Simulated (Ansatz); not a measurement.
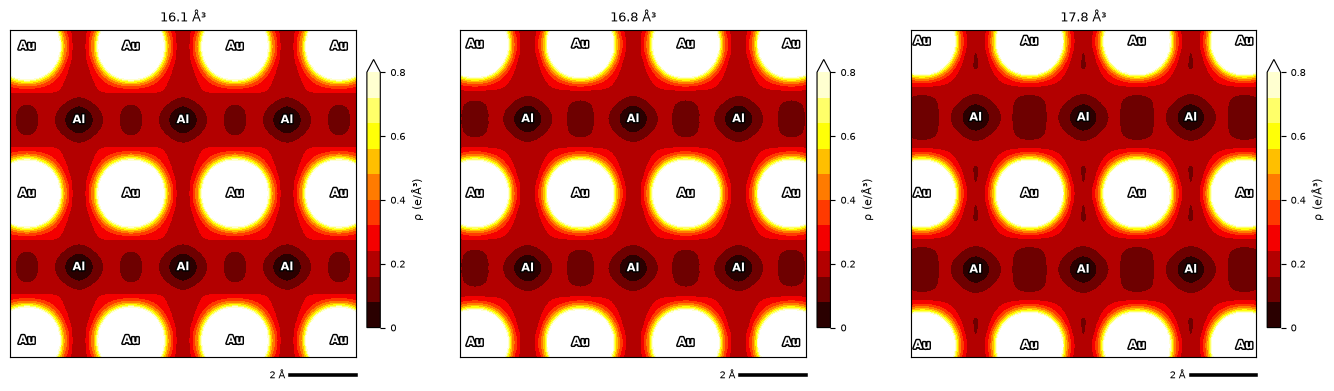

AlAu. The valence electron density of cells scaled evenly to different volumes (given per atom above each panel), on the (101) plane of each (indices in the axes of the cell below), at one length scale and on one colour scale.

A structure from a database of computed crystals, not necessarily the ambient phase.

All numbers below come from Kohn-Sham DFT of a periodic cell, LDA, Ansatz PAW in Ansatz.

The density is the valence pseudo-density of a PAW calculation; it isn't the true density close to the nuclei.

The largest cell:

```cif
data_structure
_symmetry_space_group_name_H-M 'P 1'
_symmetry_Int_Tables_number 1
_cell_length_a 3.2872
_cell_length_b 3.2872
_cell_length_c 3.2872
_cell_angle_alpha 90.000
_cell_angle_beta 90.000
_cell_angle_gamma 90.000
_cell_volume 35.52
loop_
_atom_site_label
_atom_site_type_symbol
_atom_site_fract_x
_atom_site_fract_y
_atom_site_fract_z
_atom_site_occupancy
Au1 Au 0.50000 0.50000 0.50000 1
Al1 Al 0.00000 0.00000 0.00000 1
```

| volume (Å³/atom) | Al–Au contact in the plane (Å) | ρ at its midpoint (e/Å³) | pressure (GPa) | 
| --- | --- | --- | --- |
| 16.08 | 2.754 | 0.302 | −3.7 | 
| 16.42 | 2.773 | ? | ? | 
| 16.75 | 2.792 | 0.285 | −7.9 | 
| 17.76 | 2.847 | 0.260 | −12.1 | 

> Estimate the missing row, and compare with the calculation.

Over the known rows ln ρ falls by 1.61 per Å of Al–Au distance (a least-squares line), which gives 0.293 e/Å³ at 2.773 Å; the calculation gives 0.293 e/Å³. For the pressure, a straight line in volume between the neighbouring rows gives −5.8 GPa; the calculation gives −6.0.
